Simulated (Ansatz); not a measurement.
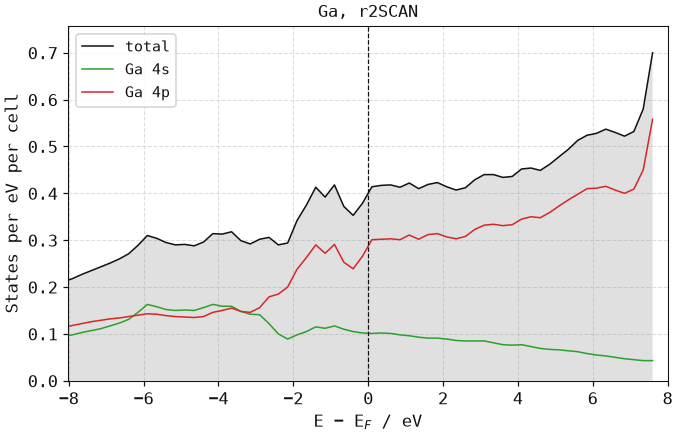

Density of states of Ga, space group I4/mmm, 1 atom in the cell, a structure borrowed from another compound. Method: DFT with r2SCAN, PAW plane waves, no spin polarisation, 15×15×15 k mesh (Ansatz 0.2.0). Energies are counted from the Fermi level. The partial curves are projected on Löwdin-orthogonalised atomic shells.

It is a metal. The density of states at the Fermi level is about 0.4 per eV and cell (mean within 0.25 eV). By projected weight, the states within 0.3 eV of the Fermi level are Ga 4p (75 %) and Ga 4s (25 %).

The structure was built from a prototype or by substitution, so it need not be a known phase.
